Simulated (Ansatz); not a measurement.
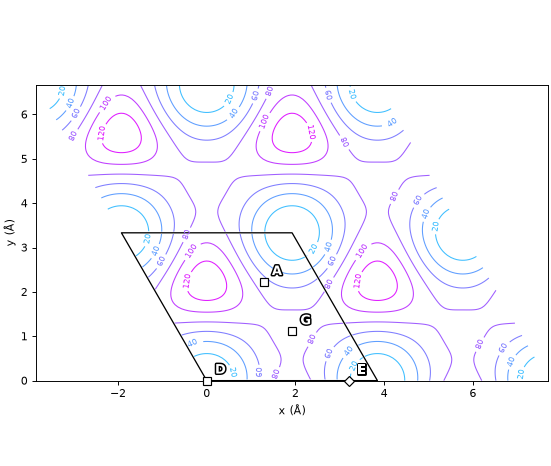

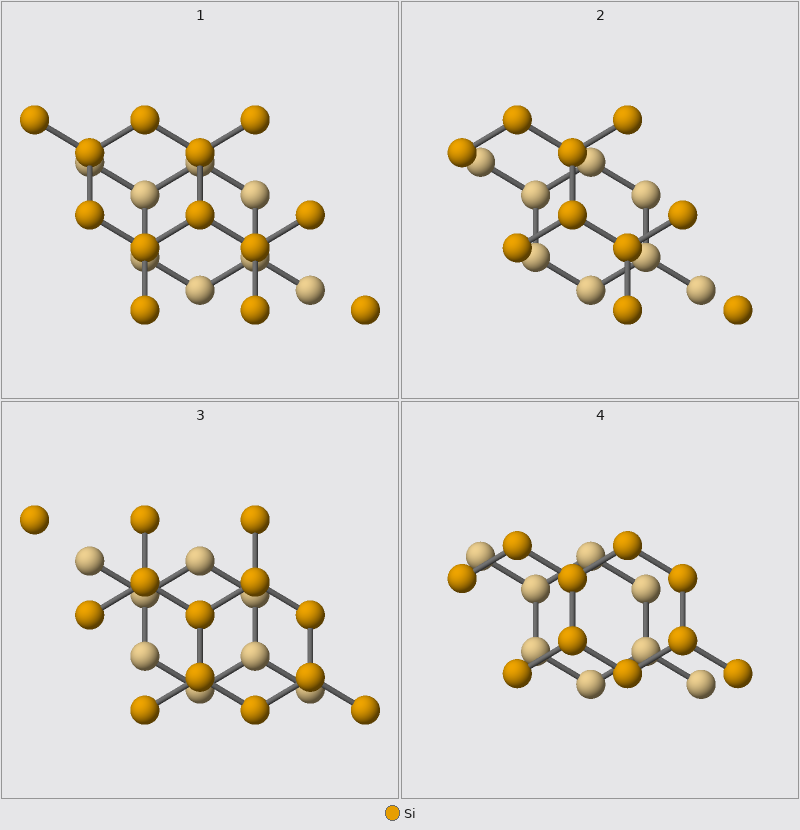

A bilayer of two Si sheets of the honeycomb type (4 atoms in the cell). The upper layer of a bilayer is slid over the lower one; relaxed at each slide: nothing; the origin of the map has Si4 above Si1; the distance between the facing planes is held at 3.80 Å. Places are given modulo a cell vector. The map is drawn in real space over the plane of the slide. Grid: 6 × 6 points; 10 points were computed and 26 follow by symmetry. Energies are in mJ/m², from the lowest grid point. At a held distance the lowest stacking need not be the one that binds best once the distance relaxes. The calculation used DFT PBE+D3(BJ), scalar-relativistic, plane waves, PAW in Ansatz 0.2.0. Settings: cutoff 420 eV, k-mesh 9×9×1, gaussian smearing 0.1 eV, no spin polarisation.

Drawn: contour lines labelled in mJ/m², the outline of one cell of the 2 × 2 shown, lettered points. Between grid points the surface is interpolated. The numbered pictures are the structures at these points, in random order. They are seen from 5° off the normal. The lower layer is drawn fainter.

### Which structure belongs to which point?

A is structure 4: (4/6, 4/6) of the cell vectors, 67 mJ/m²; D is structure 1: (0/6, 0/6) of the cell vectors, 0 mJ/m²; E is structure 2: (5/6, 0/6) of the cell vectors, 22 mJ/m²; G is structure 3: (4/6, 2/6) of the cell vectors, 87 mJ/m².

PAW datasets: the set soft_1.
